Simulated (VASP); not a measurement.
**Geometry relaxation of SnS (part 3 of 3)**

The same run, continued: SnS (Pnma, 8 atoms in the cell); Kohn-Sham DFT of a periodic cell, PBE, VASP PAW PBE potentials, minimal, no spin polarisation (VASP 6.6.1); cutoff 300 eV, 2×4×3 k-mesh, Gaussian smearing of 0.03 eV. The structure derives from an entry of the Crystallography Open Database.

Geometry of the input (Å; fractional positions):
```
11.4521  0.0000  0.0000
0.0000  4.0347  -0.0000
0.0000  0.0000  4.3356
Sn 0.1224  0.2500  0.1180
Sn 0.3776  0.7500  0.6180
Sn 0.6224  0.2500  0.3820
Sn 0.8776  0.7500  0.8820
S  0.8523  0.2500  0.4757
S  0.6477  0.7500  0.9757
S  0.3523  0.2500  0.0243
S  0.1477  0.7500  0.5243
```

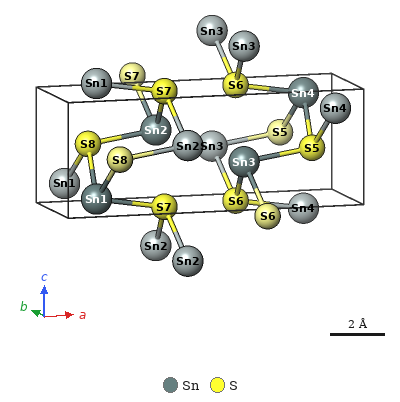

Fig. 1: The geometry at step 3 of the log (ball-and-stick view of the cell of the calculation, seen slightly off an axis; neighbours outside the cell are drawn fainter; atoms are numbered from 1 in the order of the input).

### Parts of OUTCAR, continued
```
--------------------------------------- Ionic step        5  -------------------------------------------

 number of electron      40.0000009 magnetization

------------------------ aborting loop because EDIFF is reached ----------------------------------------

  FORCE on cell =-STRESS in cart. coord.  units (eV):
  Direction    XX          YY          ZZ          XY          YZ          ZX
  --------------------------------------------------------------------------------------
  -------------------------------------------------------------------------------------
  Total        0.0067401      0.0001437     -0.0007031      0.0000000     -0.0000000      0.0000000
  in kB        0.0538308      0.0011478     -0.0056156      0.0000000     -0.0000000      0.0000000
  external PRESSURE =       0.0164543 kB  Pullay stress =       0.0000000 kB

 VOLUME and BASIS-vectors are now :
 -----------------------------------------------------------------------------
  energy-cutoff  :      300.00
  volume of cell :      200.61
      direct lattice vectors                 reciprocal lattice vectors
    11.459086343  0.000000000  0.000000000     0.087266992  0.000000000  0.000000000
     0.000000000  4.036426790  0.000000000     0.000000000  0.247743872 -0.000000000
     0.000000000  0.000000000  4.337115246     0.000000000  0.000000000  0.230568003

 POSITION                                       TOTAL-FORCE (eV/Angst)
 -----------------------------------------------------------------------------------
      1.40293      1.00911      0.51174         0.004039      0.000000      0.000262
      4.32661      3.02732      2.68030        -0.004039      0.000000      0.000262
      7.13247      1.00911      1.65682         0.004039     -0.000000     -0.000262
     10.05615      3.02732      3.82538        -0.004039     -0.000000     -0.000262
      9.76695      1.00911      2.06323        -0.003622      0.000000      0.004006
      7.42168      3.02732      4.23179         0.003622      0.000000      0.004006
      4.03740      1.00911      0.10533        -0.003622     -0.000000     -0.004006
      1.69214      3.02732      2.27389         0.003622     -0.000000     -0.004006
 -----------------------------------------------------------------------------------
    total drift:                                0.000000     -0.000000      0.000000

  FREE ENERGIE OF THE ION-ELECTRON SYSTEM (eV)
  ---------------------------------------------------
  free  energy   TOTEN  =       -35.4985457534 eV

  energy  without entropy=      -35.4985457534  energy(sigma->0) =      -35.49854575

--------------------------------------- Ionic step        6  -------------------------------------------

 number of electron      40.0000010 magnetization

 Free energy of the ion-electron system (eV)
  ---------------------------------------------------
  ext. energy  EPLUGINS =         0.00000000
  ---------------------------------------------------
  free energy    TOTEN  =       -35.49856731 eV

  energy without entropy =      -35.49856731  energy(sigma->0) =      -35.49856731

 E-fermi :   4.3847     XC(G=0):  -9.5929     alpha+bet : -9.8272

 val. band max:        4.2083080360   @ k =   0.0000   0.0000   0.3333
 cond. band min:       5.2077852459   @ k =   0.0000   0.0000   0.0000
 fundamental gap:      0.9994772098
 Fermi energy:         4.3847216521

 k-point     1 :       0.0000    0.0000    0.0000
  band No.  band energies     occupation
      1      -9.2973      2.00000
      2      -9.0130      2.00000
      3      -8.1632      2.00000
      4      -7.7533      2.00000
      5      -2.6862      2.00000
      6      -1.7262      2.00000
      7      -0.9761      2.00000
      8      -0.4282      2.00000
      9      -0.3808      2.00000
     10       0.8747      2.00000
     11       0.9054      2.00000
     12       1.0107      2.00000
     13       1.2531      2.00000
     14       1.2675      2.00000
     15       1.9525      2.00000
     16       2.2396      2.00000
     17       2.4065      2.00000
     18       2.9986      2.00000
     19       3.5716      2.00000
     20       3.7175      2.00000
     21       5.2078      0.00000
     22       7.3499      0.00000
     23       7.3603      0.00000
     24       7.3988      0.00000
     25       7.7659      0.00000

 k-point     2 :       0.5000    0.0000    0.0000
  band No.  band energies     occupation
      1      -9.1780      2.00000
      2      -9.1780      2.00000
      3      -7.9358      2.00000
      4      -7.9358      2.00000
      5      -2.3839      2.00000
      6      -2.3839      2.00000
      7      -0.4611      2.00000
      8      -0.4611      2.00000
      9       0.1587      2.00000
     10       0.1587      2.00000
     11       1.0455      2.00000
     12       1.0455      2.00000
     13       1.3599      2.00000
     14       1.3599      2.00000
     15       2.1381      2.00000
     16       2.1381      2.00000
     17       2.2128      2.00000
     18       2.2128      2.00000
     19       3.6711      2.00000
     20       3.6711      2.00000
     21       6.8794      0.00000
     22       6.8794      0.00000
     23       7.1283      0.00000
     24       7.1283      0.00000
     25       8.3406      0.00000

 k-point     3 :       0.0000    0.2500    0.0000
  band No.  band energies     occupation
      1      -8.9485      2.00000
      2      -8.7054      2.00000
      3      -8.0219      2.00000
      4      -7.7465      2.00000
      5      -3.1533      2.00000
      6      -2.4799      2.00000
      7      -1.8193      2.00000
      8      -1.5264      2.00000
      9      -0.2955      2.00000
     10       0.9739      2.00000
     11       1.2859      2.00000
     12       1.3320      2.00000
     13       1.5304      2.00000
     14       1.5588      2.00000
     15       2.2820      2.00000
     16       2.3471      2.00000
     17       2.7206      2.00000
     18       3.5061      2.00000
     19       3.5210      2.00000
     20       3.9637      2.00000
     21       5.6340      0.00000
     22       5.6570      0.00000
     23       6.8856      0.00000
     24       7.0393      0.00000
     25       7.2148      0.00000

 k-point     4 :       0.5000    0.2500    0.0000
  band No.  band energies     occupation
      1      -8.8452      2.00000
      2      -8.8452      2.00000
      3      -7.8650      2.00000
      4      -7.8650      2.00000
      5      -2.8935      2.00000
      6      -2.8935      2.00000
      7      -1.6600      2.00000
      8      -1.6600      2.00000
      9       0.4802      2.00000
     10       0.4802      2.00000
     11       1.1234      2.00000
     12       1.1234      2.00000
     13       1.8041      2.00000
     14       1.8041      2.00000
     15       2.2167      2.00000
     16       2.2167      2.00000
     17       2.7982      2.00000
     18       2.7982      2.00000
     19       3.7394      2.00000
     20       3.7394      2.00000
     21       6.1996      0.00000
     22       6.1996      0.00000
     23       7.0666      0.00000
     24       7.0666      0.00000
     25       7.4716      0.00000

 k-point     5 :       0.0000    0.5000    0.0000
  band No.  band energies     occupation
      1      -8.1671      2.00000
      2      -8.1671      2.00000
      3      -8.1090      2.00000
      4      -8.1090      2.00000
      5      -3.2694      2.00000
      6      -3.2694      2.00000
      7      -2.7031      2.00000
      8      -2.7031      2.00000
      9       0.7810      2.00000
     10       0.7810      2.00000
     11       1.8167      2.00000
     12       1.8167      2.00000
     13       1.9300      2.00000
     14       1.9300      2.00000
     15       2.3607      2.00000
     16       2.3607      2.00000
     17       3.3935      2.00000
     18       3.3935      2.00000
     19       3.5268      2.00000
     20       3.5268      2.00000
     21       5.6123      0.00000
     22       5.6123      0.00000
     23       5.8650      0.00000
     24       5.8650      0.00000
     25       6.5275      0.00000

 [... the levels of 6 k-points are left out ...]

 k-point    12 :       0.5000    0.5000    0.3333
  band No.  band energies     occupation
      1      -7.9681      2.00000
      2      -7.9681      2.00000
      3      -7.9681      2.00000
      4      -7.9681      2.00000
      5      -2.5330      2.00000
      6      -2.5330      2.00000
      7      -2.5330      2.00000
      8      -2.5330      2.00000
      9       0.0379      2.00000
     10       0.0379      2.00000
     11       0.0379      2.00000
     12       0.0379      2.00000
     13       1.0952      2.00000
     14       1.0952      2.00000
     15       1.0952      2.00000
     16       1.0952      2.00000
     17       2.6591      2.00000
     18       2.6591      2.00000
     19       2.6591      2.00000
     20       2.6591      2.00000
     21       7.0188      0.00000
     22       7.0188      0.00000
     23       7.0188      0.00000
     24       7.0188      0.00000
     25       8.2637      0.00000

------------------------ aborting loop because EDIFF is reached ----------------------------------------

  FORCE on cell =-STRESS in cart. coord.  units (eV):
  Direction    XX          YY          ZZ          XY          YZ          ZX
  --------------------------------------------------------------------------------------
  -------------------------------------------------------------------------------------
  Total       -0.0054544     -0.0005819      0.0114513      0.0000000      0.0000000      0.0000000
  in kB       -0.0435443     -0.0046456      0.0914190      0.0000000      0.0000000      0.0000000
  external PRESSURE =       0.0144097 kB  Pullay stress =       0.0000000 kB

 VOLUME and BASIS-vectors are now :
 -----------------------------------------------------------------------------
  energy-cutoff  :      300.00
  volume of cell :      200.69
      direct lattice vectors                 reciprocal lattice vectors
    11.462628227  0.000000000  0.000000000     0.087240027  0.000000000  0.000000000
     0.000000000  4.036844585  0.000000000     0.000000000  0.247718231 -0.000000000
     0.000000000  0.000000000  4.337133996     0.000000000  0.000000000  0.230567006

 POSITION                                       TOTAL-FORCE (eV/Angst)
 -----------------------------------------------------------------------------------
      1.40397      1.00921      0.51186         0.002146     -0.000000     -0.002158
      4.32734      3.02763      2.68042        -0.002146     -0.000000     -0.002158
      7.13529      1.00921      1.65671         0.002146      0.000000      0.002158
     10.05865      3.02763      3.82528        -0.002146      0.000000      0.002158
      9.76946      1.00921      2.06390        -0.003063      0.000000      0.001385
      7.42448      3.02763      4.23247         0.003063      0.000000      0.001385
      4.03815      1.00921      0.10467        -0.003063     -0.000000     -0.001385
      1.69316      3.02763      2.27323         0.003063     -0.000000     -0.001385
 -----------------------------------------------------------------------------------
    total drift:                                0.000000     -0.000000      0.000000

  FREE ENERGIE OF THE ION-ELECTRON SYSTEM (eV)
  ---------------------------------------------------
  free  energy   TOTEN  =       -35.4985673055 eV

  energy  without entropy=      -35.4985673055  energy(sigma->0) =      -35.49856731

 reached required accuracy - stopping structural energy minimisation
```

### CONTCAR
```
SnS
   1.00000000000000
    11.4626282266754220    0.0000000000000000    0.0000000000000000
     0.0000000000000000    4.0368445853125259    0.0000000000000000
     0.0000000000000000    0.0000000000000000    4.3371339963745772
  Sn              S
     4     4
Direct
     0.1224826850195758    0.2500000000000000    0.1180171362397983
     0.3775173149804243    0.7500000000000000    0.6180171362397984
     0.6224826850195758    0.2500000000000000    0.3819828637602017
     0.8775173149804242    0.7500000000000000    0.8819828637602016
     0.8522882438294451    0.2500000000000000    0.4758673411023227
     0.6477117561705549    0.7500000000000000    0.9758673411023226
     0.3522882438294450    0.2500000000000000    0.0241326588976773
     0.1477117561705550    0.7500000000000000    0.5241326588976774

  0.00000000E+00  0.00000000E+00  0.00000000E+00
  0.00000000E+00  0.00000000E+00  0.00000000E+00
  0.00000000E+00  0.00000000E+00  0.00000000E+00
  0.00000000E+00  0.00000000E+00  0.00000000E+00
  0.00000000E+00  0.00000000E+00  0.00000000E+00
  0.00000000E+00  0.00000000E+00  0.00000000E+00
  0.00000000E+00  0.00000000E+00  0.00000000E+00
  0.00000000E+00  0.00000000E+00  0.00000000E+00
```

### Trajectory as extended XYZ (Å, eV, eV/Å), 6 frames, from step=0 to step=5
```
8
Lattice="11.4521 0.0000 0.0000 0.0000 4.0347 0.0000 0.0000 0.0000 4.3356" Properties=species:S:1:pos:R:3:forces:R:3 step=0 energy=-35.49848
Sn    1.4020    1.0087    0.5117   -0.0035   0.0000  -0.0036
Sn    4.3240    3.0260    2.6795    0.0035   0.0000  -0.0036
Sn    7.1280    1.0087    1.6562   -0.0035   0.0000   0.0036
Sn   10.0501    3.0260    3.8240    0.0035   0.0000   0.0036
S     9.7611    1.0087    2.0623    0.0015   0.0000   0.0012
S     7.4170    3.0260    4.2301   -0.0015   0.0000   0.0012
S     4.0351    1.0087    0.1056    0.0015   0.0000  -0.0012
S     1.6910    3.0260    2.2734   -0.0015   0.0000  -0.0012
8
Lattice="11.4600 0.0000 0.0000 0.0000 4.0369 0.0000 0.0000 0.0000 4.3377" Properties=species:S:1:pos:R:3:forces:R:3 step=1 energy=-35.49853
Sn    1.4028    1.0092    0.5117    0.0076   0.0000   0.0027
Sn    4.3272    3.0276    2.6805   -0.0076   0.0000   0.0027
Sn    7.1328    1.0092    1.6571    0.0076   0.0000  -0.0027
Sn   10.0572    3.0276    3.8259   -0.0076   0.0000  -0.0027
S     9.7679    1.0092    2.0633   -0.0056   0.0000   0.0060
S     7.4221    3.0276    4.2321    0.0056   0.0000   0.0060
S     4.0379    1.0092    0.1055   -0.0056   0.0000  -0.0060
S     1.6921    3.0276    2.2744    0.0056   0.0000  -0.0060
8
Lattice="11.4576 0.0000 0.0000 0.0000 4.0362 0.0000 0.0000 0.0000 4.3370" Properties=species:S:1:pos:R:3:forces:R:3 step=2 energy=-35.49853
Sn    1.4026    1.0091    0.5117    0.0043   0.0000   0.0009
Sn    4.3263    3.0272    2.6802   -0.0043   0.0000   0.0009
Sn    7.1314    1.0091    1.6568    0.0043   0.0000  -0.0009
Sn   10.0551    3.0272    3.8253   -0.0043   0.0000  -0.0009
S     9.7659    1.0091    2.0630   -0.0035   0.0000   0.0046
S     7.4206    3.0272    4.2315    0.0035   0.0000   0.0046
S     4.0371    1.0091    0.1056   -0.0035   0.0000  -0.0046
S     1.6918    3.0272    2.2741    0.0035   0.0000  -0.0046
8
Lattice="11.4579 0.0000 0.0000 0.0000 4.0363 0.0000 0.0000 0.0000 4.3371" Properties=species:S:1:pos:R:3:forces:R:3 step=3 energy=-35.49853
Sn    1.4026    1.0091    0.5117    0.0047   0.0000   0.0011
Sn    4.3264    3.0272    2.6803   -0.0047   0.0000   0.0011
Sn    7.1315    1.0091    1.6569    0.0047   0.0000  -0.0011
Sn   10.0553    3.0272    3.8254   -0.0047   0.0000  -0.0011
S     9.7661    1.0091    2.0630   -0.0038   0.0000   0.0048
S     7.4208    3.0272    4.2316    0.0038   0.0000   0.0048
S     4.0372    1.0091    0.1055   -0.0038   0.0000  -0.0048
S     1.6918    3.0272    2.2741    0.0038   0.0000  -0.0048
8
Lattice="11.4591 0.0000 0.0000 0.0000 4.0364 0.0000 0.0000 0.0000 4.3371" Properties=species:S:1:pos:R:3:forces:R:3 step=4 energy=-35.49855
Sn    1.4029    1.0091    0.5117    0.0040   0.0000   0.0003
Sn    4.3266    3.0273    2.6803   -0.0040   0.0000   0.0003
Sn    7.1325    1.0091    1.6568    0.0040   0.0000  -0.0003
Sn   10.0562    3.0273    3.8254   -0.0040   0.0000  -0.0003
S     9.7669    1.0091    2.0632   -0.0036   0.0000   0.0040
S     7.4217    3.0273    4.2318    0.0036   0.0000   0.0040
S     4.0374    1.0091    0.1053   -0.0036   0.0000  -0.0040
S     1.6921    3.0273    2.2739    0.0036   0.0000  -0.0040
8
Lattice="11.4626 0.0000 0.0000 0.0000 4.0368 0.0000 0.0000 0.0000 4.3371" Properties=species:S:1:pos:R:3:forces:R:3 step=5 energy=-35.49857
Sn    1.4040    1.0092    0.5119    0.0021   0.0000  -0.0022
Sn    4.3273    3.0276    2.6804   -0.0021   0.0000  -0.0022
Sn    7.1353    1.0092    1.6567    0.0021   0.0000   0.0022
Sn   10.0587    3.0276    3.8253   -0.0021   0.0000   0.0022
S     9.7695    1.0092    2.0639   -0.0031   0.0000   0.0014
S     7.4245    3.0276    4.2325    0.0031   0.0000   0.0014
S     4.0381    1.0092    0.1047   -0.0031   0.0000  -0.0014
S     1.6932    3.0276    2.2732    0.0031   0.0000  -0.0014
```

### Summary

```tsv
quantity	value
outcome	converged
space group (tolerance 0.01 Å)	Pnma (62)
electrons treated	40
free energy	−35.4986 eV
Fermi energy	4.385 eV
gap on the k-point mesh	1.00 eV
pressure	0.00 GPa
final volume	200.69 Å³
largest force (length of the vector) at the end	0.003 eV/Å
final cell	a = 11.463 Å, b = 4.037 Å, c = 4.337 Å, α = 90.00°, β = 90.00°, γ = 90.00°
hardware	2 threads of Intel Xeon (Granite Rapids), 360 GiB of memory available, shared host
wall time	33 s (CPU time 64 s)
peak memory	0.18 GiB
```
